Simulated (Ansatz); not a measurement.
A periodic structure is given below.

```
O Hf H
1.0
     7.17473    0.00000    0.00000
     0.00000    6.32742    0.00000
     0.00000    0.00000   23.62329
O Hf H
17 8 1
Direct
  0.25000 0.52675 0.36590
  0.75000 0.52675 0.36590
  0.00000 0.95541 0.37905
  0.50000 0.95541 0.37905
  0.25000 0.18747 0.42844
  0.75000 0.18747 0.42844
  0.00000 0.61613 0.44159
  0.50000 0.61613 0.44159
  0.23634 0.85163 0.49221
  0.74956 0.84006 0.48887
  0.00416 0.27275 0.50038
  0.50304 0.28185 0.49562
  0.25841 0.50922 0.55341
  0.74665 0.49133 0.55366
  0.93742 0.92017 0.56885
  0.50876 0.96125 0.56174
  0.16132 0.12231 0.60882
  0.25000 0.82144 0.40375
  0.75000 0.82144 0.40375
  0.00000 0.32144 0.40375
  0.50000 0.32144 0.40375
  0.26690 0.15057 0.52744
  0.74822 0.14192 0.52412
  0.00281 0.63285 0.52705
  0.50588 0.65906 0.52724
  0.19783 0.00871 0.63410
```

Before looking at a picture, describe the arrangement of atoms.

This is Hf₈HO₁₇. It has 26 atoms to the cell (8 Hf, 1 H, 17 O). Around each Hf lie seven O at 2.01 to 2.50 Å. H bonds to one O at 0.97 Å. Not all metal-metal contacts are counted. The bonds build Hf8HO17 layers parallel to (001).

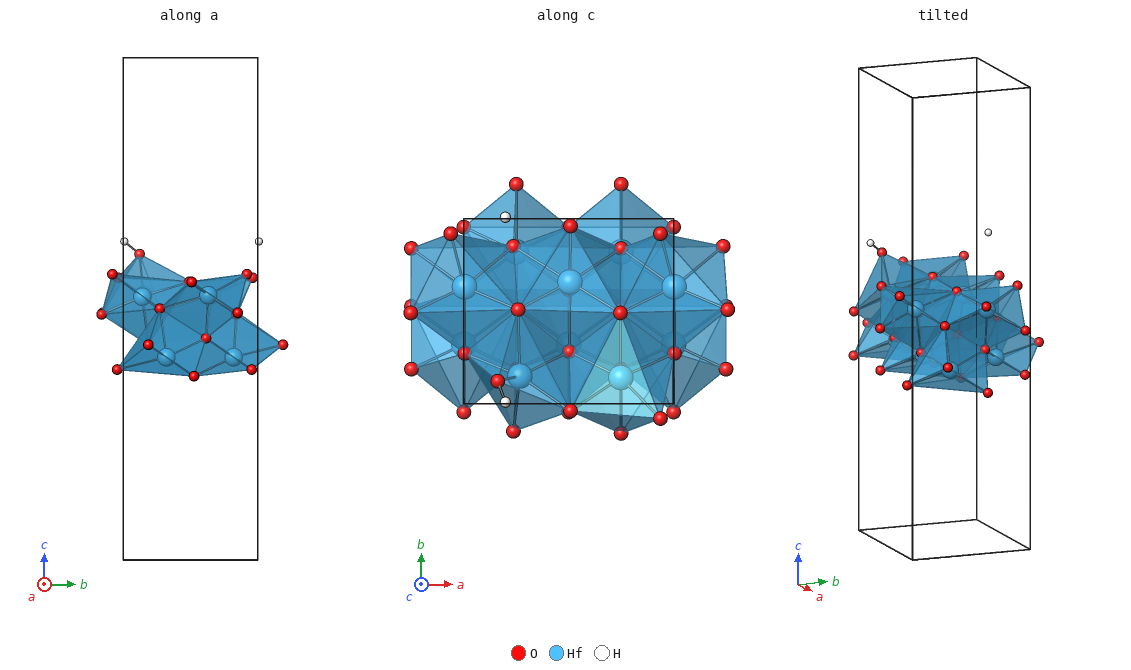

Polyhedral drawing of the structure, looking along the a axis, along the c axis and slightly off an axis. The lines enclose the simulation cell; boundary atoms appear with their images. A few atoms beyond the faces are included.

It goes back to a structure listed in the Materials Project, from which a slab was cut and an adsorbate added. The atoms were relaxed in a fixed cell with DFT PBE+D3(BJ), scalar-relativistic, plane waves, PAW in Ansatz, but for twelve held in place.

At this level of theory the cell isn't at rest (forces up to 1.5 eV/Å), so its distances can differ from those at equilibrium, the more so the softer the solid.
